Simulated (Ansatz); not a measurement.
System: CaO, space group Fm-3m (No. 225), 2 atoms in the cell.

```yaml
crystal:
  lattice:
    - [0.00000, 2.39755, 2.39755]
    - [2.39755, 0.00000, 2.39755]
    - [2.39755, 2.39755, 0.00000]
  atoms:
    - { symbol: Ca, position: [0.00000, 0.00000, 0.00000] }
    - { symbol: O, position: [0.50000, 0.50000, 0.50000] }
```

Ansatz; DFT, PBEsol, plane waves, PAW, no spin polarisation, 6×6×6 k mesh, 420 eV cutoff.

What will the density of states look like?

There is a gap; over the k points computed it is 3.55 eV (indirect; the smallest direct gap is 3.93 eV). The upper group of valence states starts about 2.7 eV under the valence-band top, with a gap beneath it; it holds about 6 electrons a cell. Within the window shown, the tallest peak of the filled states lies 1.0 eV under the valence-band top, at about 5.6 states per eV and cell.

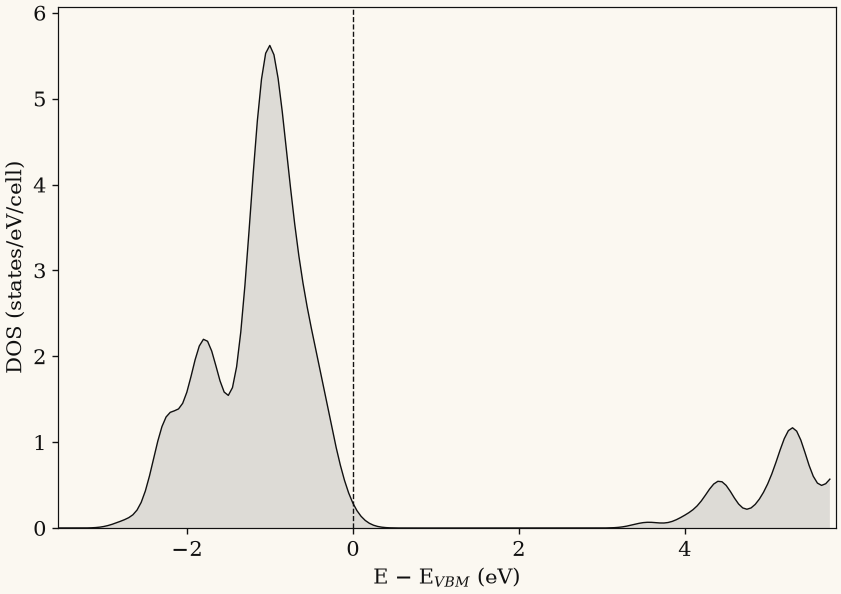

Density of states. Energies are counted from the top of the valence band. The curve is built from the levels of the k mesh with Gaussians 0.4 eV wide, which also blur the band edges.
